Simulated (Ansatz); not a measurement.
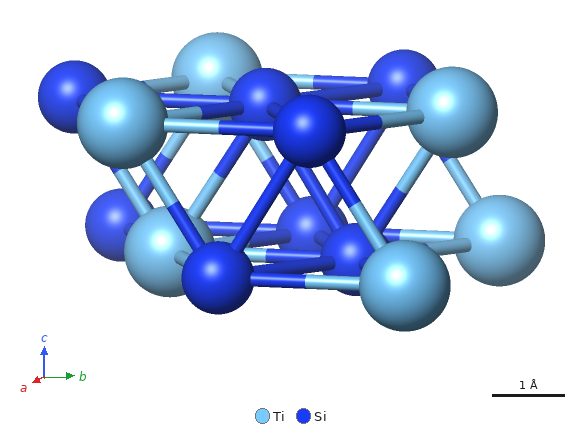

A slab of composition TiSi2, before the constrained relaxation. A ball-and-stick model of the atoms within 4.2 Å of the atom that moves most (axes of the 2 × 2 repeat of the cell, outlined in the plane, without the vacuum), seen slightly off an axis.

3 atoms are held fixed.

These are results of DFT PBE+D3(BJ), scalar-relativistic, plane waves, PAW; settings changed in Ansatz 0.2.0, not measurements.

Input
```yaml
crystal:
  lattice:
    - [4.7035829134, 0.0, 0.0]
    - [-2.3206826702, 4.0912252649, 0.0]
    - [0.0, 0.0, 21.230730558]
  atoms:
    - { symbol: Ti, position: [0.0, 0.0, 0.4003630481] }
    - { symbol: Si, position: [0.3365450033, 0.6634549967, 0.4003630481] }
    - { symbol: Si, position: [0.6634549967, 0.3365450033, 0.4003630481] }
    - { symbol: Ti, position: [0.0, 0.5, 0.5] }
    - { symbol: Si, position: [0.6634549967, 0.8365450033, 0.5] }
    - { symbol: Si, position: [0.3365450033, 0.1634549967, 0.5] }
    - { symbol: Ti, position: [0.5, 0.5, 0.5996369519] }
    - { symbol: Si, position: [0.8365450033, 0.1634549967, 0.5996369519] }
    - { symbol: Si, position: [0.1634549967, 0.8365450033, 0.5996369519] }
basis:
  ecutwfc: 420
kpoints:
  mp_grid: { grid: [7, 7, 1] }
hamiltonian:
  xc: pbe
  dispersion: d3bj
scf:
  occupations: { method: cold, width: 0.01 }
output:
  forces: true
  eigenvalues: true
relax:
  adjacent_minimum: "off"
  f_tol: 0.03
  max_steps: 70
  constraints: [{ sites: [0, 1, 2] }]
efield:
  axis: 3
  dipole_correction: true
  ramp_width: 0.04
```

Launched with:
```bash
ansatz run input.yaml --threads 2 --pin off --max-ram 5120MiB --backend cpu --events-out ev --progress --plain --runs-dir out
```

Question: Where does the constrained relaxation end?

Answer: Over 4 geometry steps the energy falls by 56.6 meV per cell of the calculation. Largest force component: 0.44 eV/Å at the start, 0.017 eV/Å at the end. The largest moves, 0.093 Å, are those of Ti7, Si8 and Si9. Si9 goes at 28° to the normal (+c side). Largest moves by element: Si 0.093 Å, Ti 0.092 Å. The cell doesn't change. Near-neighbour distances that change, for instance: Si8–Si9 2.754 → 2.842 Å, Si5–Si6 2.657 → 2.606 Å, Si5–Ti7 2.524 → 2.574 Å, Ti7–Si8 2.715 → 2.671 Å.

Step by step:

| step | E − E(0), meV/atom | largest force component, eV/Å |
| --- | --- | --- |
| 0 | 0.00 | 0.4427 |
| 1 | -5.47 | 0.1311 |
| 2 | -6.10 | 0.0441 |
| 3 | -6.23 | 0.0347 |
| 4 | -6.29 | 0.0166 |

After the run, drawn alike:

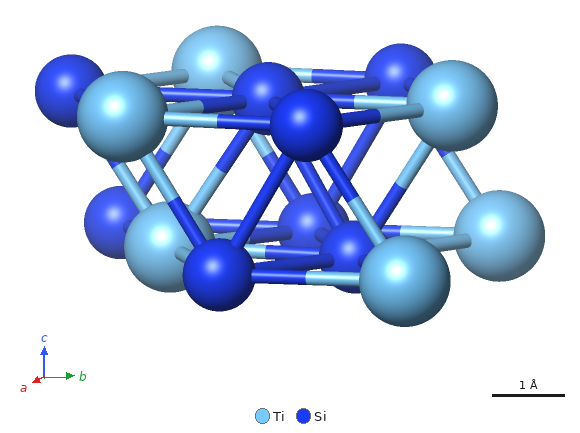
